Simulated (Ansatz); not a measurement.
This input was run:

```
crystal:
  lattice:
    - [-1.637687982, 1.637687982, 1.637687982]
    - [1.637687982, -1.637687982, 1.637687982]
    - [1.637687982, 1.637687982, -1.637687982]
  atoms:
    - { symbol: Au, position: [0.0, 0.0, 0.0] }
basis:
  ecutwfc: 500
kpoints:
  mp_grid: { grid: [18, 18, 18] }
  band_path:
    path:
      - [[0.0, 0.0, 0.0], [0.5, -0.5, 0.5], [0.0, 0.0, 0.5], [0.0, 0.0, 0.0], [0.25, 0.25, 0.25], [0.5, -0.5, 0.5]]
      - [[0.25, 0.25, 0.25], [0.0, 0.0, 0.5]]
    npoints: 14
hamiltonian:
  xc: r2scan
scf:
  occupations: { method: gaussian, width: 0.1 }
  n_extra_bands: 6
output:
  forces: true
  stress: true
  eigenvalues: true
  populations: true
  dos: { projected: true, de: 0.02, nscf_kmesh: { grid: [27, 27, 27] } }
  bader: true
  write_density: true
  write_potential: true
  elf: true
  volumetric_format: npy
```

Launched with:
```bash
ansatz run input.yaml --threads 1 --pin off --max-ram 2560MiB --backend cpu --events-out ev --progress --plain --runs-dir out
```

What does the calculation give for the electronic structure?

It is a metal. The density of states at the Fermi level is about 0.27 per eV and cell (mean within 0.25 eV). By projected weight, the states within 0.3 eV of the Fermi level are Au 6s (60 %) and Au 5d (40 %); the projections cover about 75 % of the total there. The tallest peak in the window is at −2.9 eV; by projected weight it is Au 5d almost alone.

Spin-orbit coupling is left out, which matters for Au.

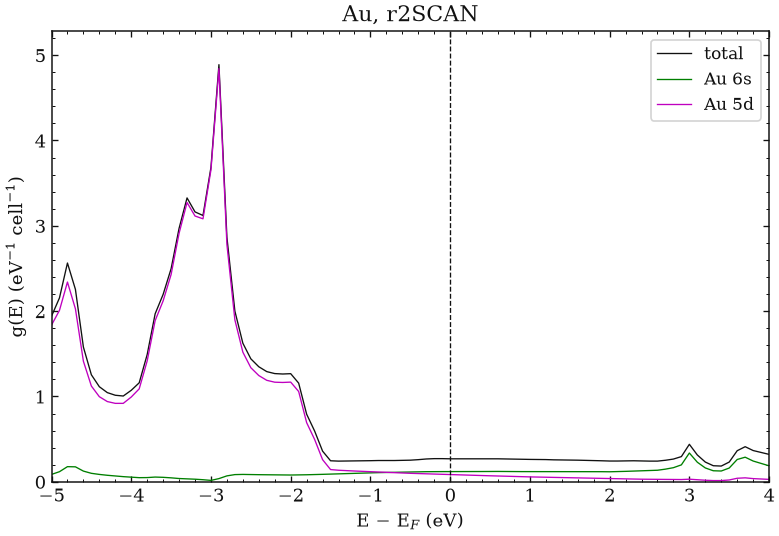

Density of states. Energies are counted from the Fermi level. The partial curves are projected on Löwdin-orthogonalised atomic shells.
